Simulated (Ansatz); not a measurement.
**N: density, localisation and related maps**

```xyz
4
Lattice="3.1315 0.0000 0.0000 0.0000 3.1315 0.0000 0.0000 0.0000 3.1315" Properties=species:S:1:pos:R:3 pbc="T T T"
N     1.9572    1.9572    1.9572
N     2.7401    1.1743    0.3914
N     0.3914    2.7401    1.1744
N     1.1744    0.3914    2.7401
```

Space group P4₃32.

These are results of DFT PBE, scalar-relativistic, plane waves, PAW in Ansatz, not measurements.

In a PAW calculation such maps are meaningful between the atoms, not at the nuclei.

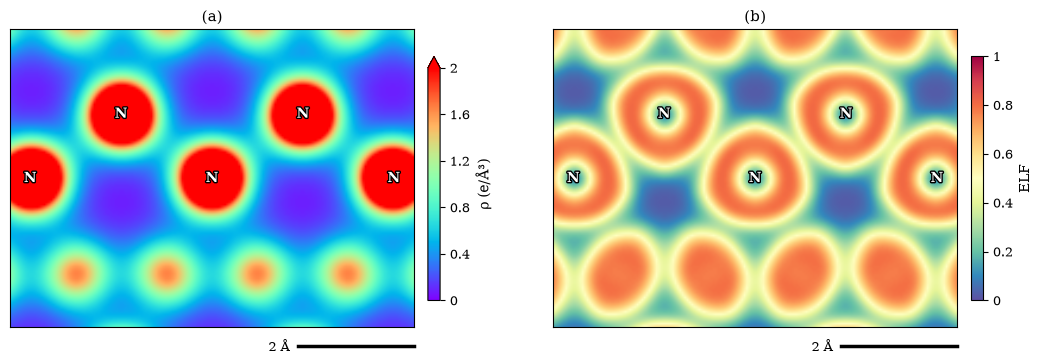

Figure 1. (a) valence charge density (pseudo); (b) electron localisation function on the (101̄) plane of the conventional cell.

Q: Describe what can be read from this map.

A: The plane passes through N nuclei.
Atoms just off the plane (N, 0.6 Å away) can leave unmarked features too.
N–N (1.92 Å): ρ at the midpoint is about 0.65 e/Å³; the ELF peaks at about 0.80 in the valence shell of N, 0.6 Å from its nucleus, and drops to about 0.40 between the two atoms.
Between the atoms the lowest density in this plane is 0.08 e/Å³.

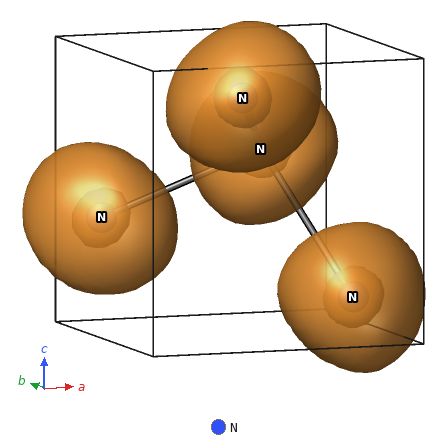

Figure 2. Isosurface of the ELF at 0.6 (orange), seen slightly off an axis. Core shells and regions of very low density are left out. Sticks mark near contacts.

Q: What do the ELF domains correspond to?

A: The surface consists of four regions wrapped around N (the valence shell of each), counted in one cell of 4 atoms. Any copies at cell faces, edges or corners count once.

Q: Does the calculation give a band gap?

A: It is gapless in this calculation (a metal or semimetal).
